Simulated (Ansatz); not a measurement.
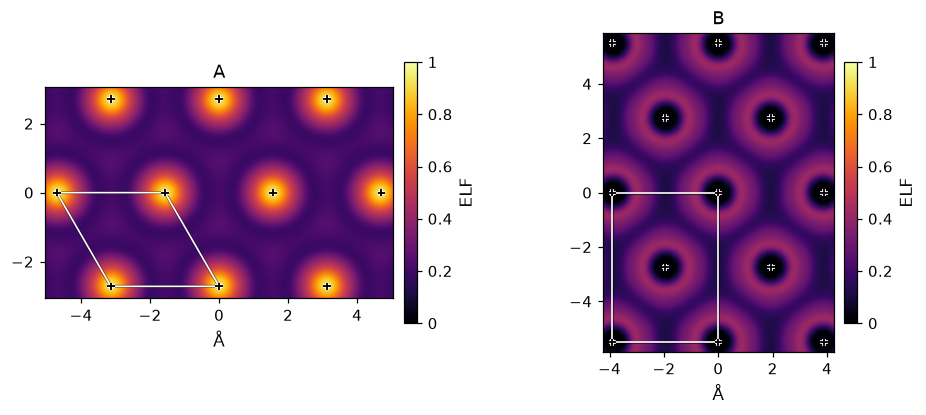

The ELF of 2 systems, each on a plane through atoms (crosses mark nuclei in the plane).

Method: DFT PBE+D3(BJ), scalar-relativistic, plane waves, PAW (Ansatz 0.2.0).

System 1: Cd, the (001) plane of the conventional cell. Space group P6₃/mmc; a structure from a database of computed crystals, not necessarily the ambient phase.

System 2: Tl, the (101) plane of the conventional cell. Space group Im-3m; computed without spin polarisation.

```
Tl
1.0
     3.89516    0.00000    0.00000
     0.00000    3.89516    0.00000
     0.00000    0.00000    3.89516
Tl
2
Direct
  0.00000 0.00000 0.00000
  0.50000 0.50000 0.50000
```

### Match each panel to its system.

Panel A is system 1, Cd: the plane holds Cd. Cd–Cd (3.14 Å): the ELF is about 0.20 at the midpoint; no localised pair shows between them. Panel B is system 2, Tl: the plane holds Tl. Tl–Tl (3.37 Å): the ELF is about 0.15 at the midpoint (no localised pair shows between them).
